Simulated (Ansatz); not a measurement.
**Co: density, localisation and related maps**

```
CELL_PARAMETERS angstrom
3.52035 0.00000 0.00000
0.00000 3.52035 0.00000
0.00000 0.00000 3.52035
ATOMIC_POSITIONS crystal
Co 0.00000 0.00000 0.00000
Co 0.50000 0.50000 0.00000
Co 0.50000 0.00000 0.50000
Co 0.00000 0.50000 0.50000
```

Space group Fm-3m; computed pressure about −10 GPa in this cell; spin-polarised.

Computed with DFT PBEsol, scalar-relativistic, plane waves, PAW in Ansatz.

Core electrons are frozen (PAW), and the valence fields are smoothed inside the atomic spheres.

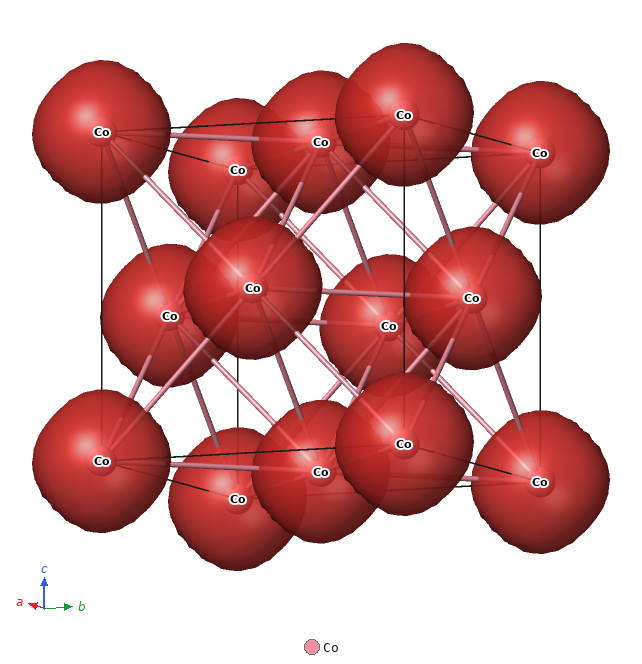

Figure 1. Isosurface of the spin density at +0.2 e/Å³ (red), seen at an oblique angle. Sticks mark near contacts.

Where is the spin, and how is it ordered?

Answer. The spin density sits on Co: +1.7 μB (×4) in one cell of 4 atoms: parallel main moments, as they must be, since the calculation's own cell holds one magnetic site. The cell of the calculation (1 atoms) carries 1.6 μB of net spin moment.

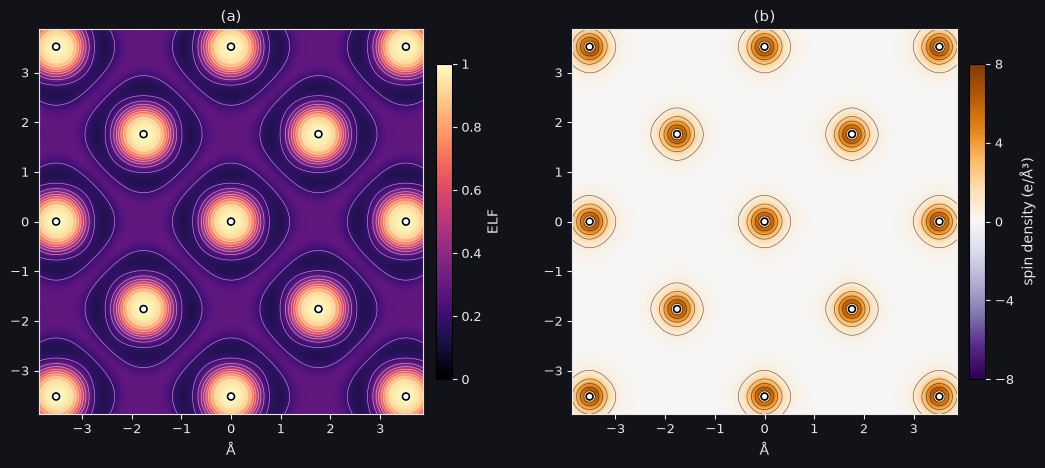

Figure 2. (a) electron localisation function; (b) spin density (up minus down) on the (010) plane of the conventional cell. Circles mark the nuclei in the plane (Co).

Read the bonding off the picture.

Answer. Atoms in the plane: Co. Co–Co (2.49 Å): the ELF is about 0.25 at the midpoint; no localised pair shows between them. The features right at Co lie inside the PAW spheres, where the map follows smoothed inner orbitals and isn't to be read closely.

Does the calculation give a band gap?

Answer. It is metallic or semimetallic at this level of theory: no gap opens.
